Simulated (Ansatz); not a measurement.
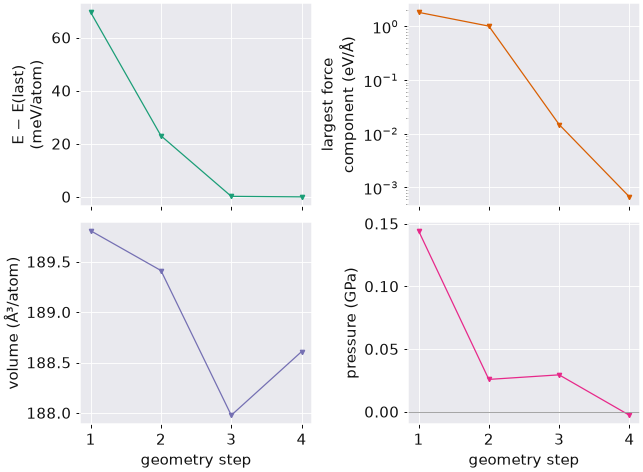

History of a geometry optimisation. A closing SCF on a freshly chosen basis isn't drawn.

- system: Cu (2 atoms in the cell)
- method: Ansatz, DFT PBEsol, scalar-relativistic, plane waves, PAW; cutoff 420 eV, 1×1×14 k-mesh, Gaussian smearing of 0.05 eV, collinear spins

How did it end, and what did it gain?

The optimisation met its thresholds at geometry 4, counting the start as the first. The energy fell by about 70 meV/atom from the first step to the last. The largest force component goes from about 1.8 eV/Å at the start to 7 × 10⁻⁴ eV/Å at the end.

Was the starting cell too large or too small?

The volume shrinks from 189.8 to 188.6 Å³ per atom (−1 %), overshooting to 188.0 at step 3, as the pressure goes from 0.14 GPa to about 0 GPa. The start was expanded.
